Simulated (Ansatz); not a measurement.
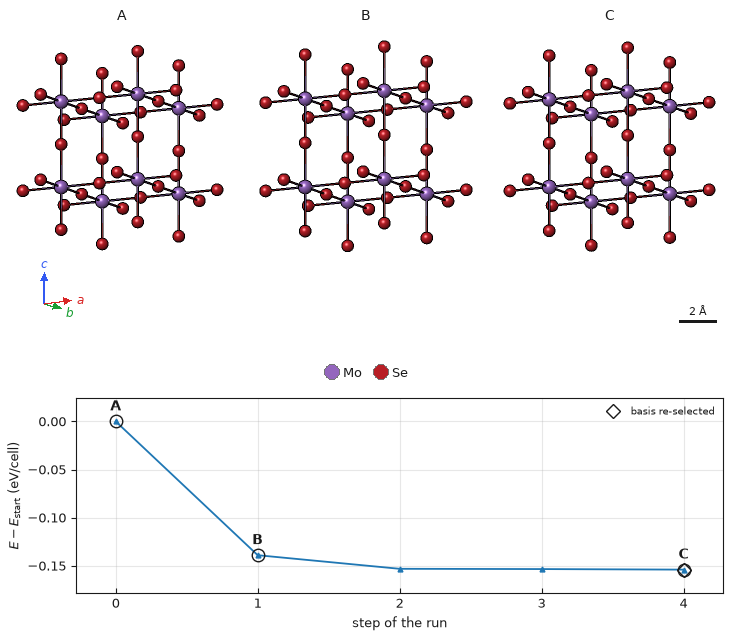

Frames of a relaxation of crystalline MoSe3 (a generated structure, set up in Pm-3m), marked on the history of the run. Style: ball-and-stick. Shown: the cell of the calculation, from a free direction.

Case: O → Se, W → Mo on all its sites, cell and atoms relaxed.

The calculation used DFT PBE+U, scalar-relativistic, plane waves, PAW (Ansatz).

Input
```yaml
crystal:
  lattice:
    - [4.8218001669, 0.0, 0.0]
    - [0.0, 4.8218001669, 0.0]
    - [0.0, 0.0, 4.8218001669]
  atoms:
    - { symbol: Mo, position: [0.0, 0.0, 0.0] }
    - { symbol: Se, position: [0.0, 0.0, 0.5] }
    - { symbol: Se, position: [0.0, 0.5, 0.0] }
    - { symbol: Se, position: [0.5, 0.0, 0.0] }
basis:
  ecutwfc: 420
kpoints:
  mp_grid: { grid: [10, 10, 10] }
hamiltonian:
  xc: pbe
  hubbard: { sites: [{ species: Mo, l: d, u_eff: 4.38 }] }
scf:
  occupations: { method: gaussian, width: 0.1 }
output:
  forces: true
  stress: true
  eigenvalues: true
relax:
  adjacent_minimum: "off"
  f_tol: 0.01
  max_steps: 60
  cell: { stress_tol: 0.1 }
```

Command:
```bash
ansatz run input.yaml --threads 1 --pin off --max-ram 2560MiB --backend cpu --events-out ev --progress --plain --runs-dir out
```

Q: Describe the path.

A: The energy falls by 0.154 eV per cell of the calculation in 3 accepted moves (4 points after the start). All forces vanish by symmetry, so only the cell relaxes. Pressure: 6.01 GPa at the start and −0.01 GPa at the end. The SCF was repeated once at an unchanged geometry on a basis and grid sized afresh for the cell, which shifted the energy by 0.6 meV per cell of the calculation at most. No atom moves by more than 0.005 Å relative to the cell. The volume changes by +7.9 %, with a = b = c 4.822 → 4.945 Å (+2.6 %). Among the contacts that change: Mo1–Se2 2.411 → 2.473 Å. The space group stays Pm-3m (No. 221). From step 0 to 1: volume +10.5 %, energy −0.139 eV per cell of the calculation. From step 1 to 4: volume −2.4 %, energy −15.0 meV per cell of the calculation.
